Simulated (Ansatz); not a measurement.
The calculation's input:

```
crystal:
  lattice:
    - [3.8475254764, 0.0, 0.0]
    - [-1.9237627382, 3.3320548043, 0.0]
    - [0.0, 0.0, 18.441595825]
  atoms:
    - { symbol: Si, position: [0.3333333333, 0.6666666667, 0.2695427207] }
    - { symbol: Si, position: [0.6666666667, 0.3333333333, 0.2440135899] }
    - { symbol: Si, position: [0.6666666667, 0.6666666667, 0.5336629172] }
    - { symbol: Si, position: [0.3333333333, 1.0, 0.5081337863] }
basis:
  ecutwfc: 420
kpoints:
  mp_grid: { grid: [9, 9, 1] }
hamiltonian:
  xc: pbe
  pseudopotentials: { kind: paw, azcp: { folder: soft_1 } }
  dispersion: d3bj
scf:
  occupations: { method: gaussian, width: 0.1 }
output:
  forces: true
  eigenvalues: true
  write_density: true
  write_potential: true
  elf: true
  volumetric_format: npy
efield:
  axis: 3
  dipole_correction: true
  ramp_width: 0.04
```

Command:

```sh
ansatz run input.yaml --threads 1 --pin off --max-ram 3072MiB --backend cpu --events-out ev --progress --plain --runs-dir out
```

A point of a scan over the structure, not its minimum; PAW files of the earlier set (soft_1).

Theory: Ansatz 0.2.0, DFT PBE+D3(BJ), scalar-relativistic, plane waves, PAW.

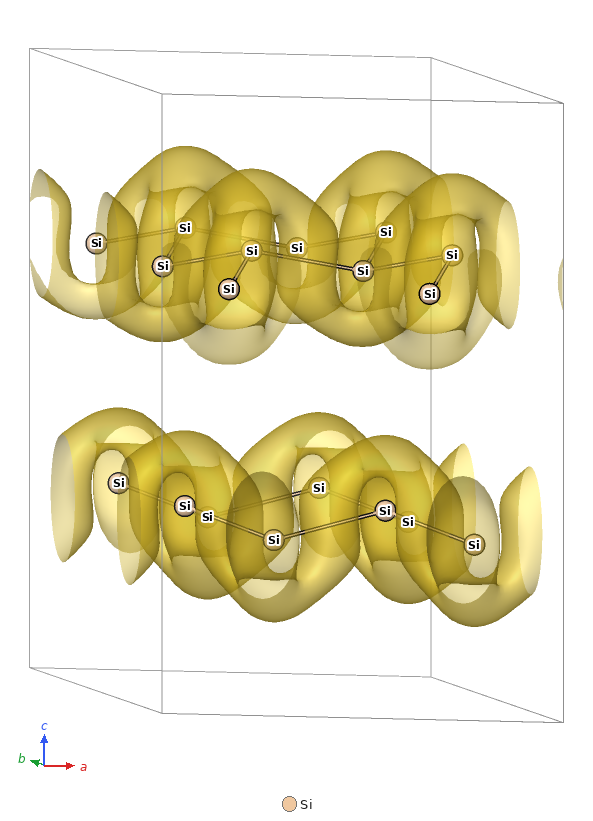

Si (slab). Isosurface of the electron localisation function at 0.75 (yellow), seen slightly off an axis. Core shells and regions of very low density are left out. Sticks mark near contacts.

Core electrons are frozen (PAW), and the valence fields are smoothed inside the atomic spheres.

Q: Describe the localisation domains.

A: At this value the surface marks out sheets that run through the cell in two directions, counted in one cell of 4 atoms. Counts are for one cell; the picture repeats the cell along the surface. There are no localised bonds or lone pairs at this value. Profiles from the grid: Si–Si (2.27 Å): the ELF peaks at about 0.95 between the atoms: a covalent bond.
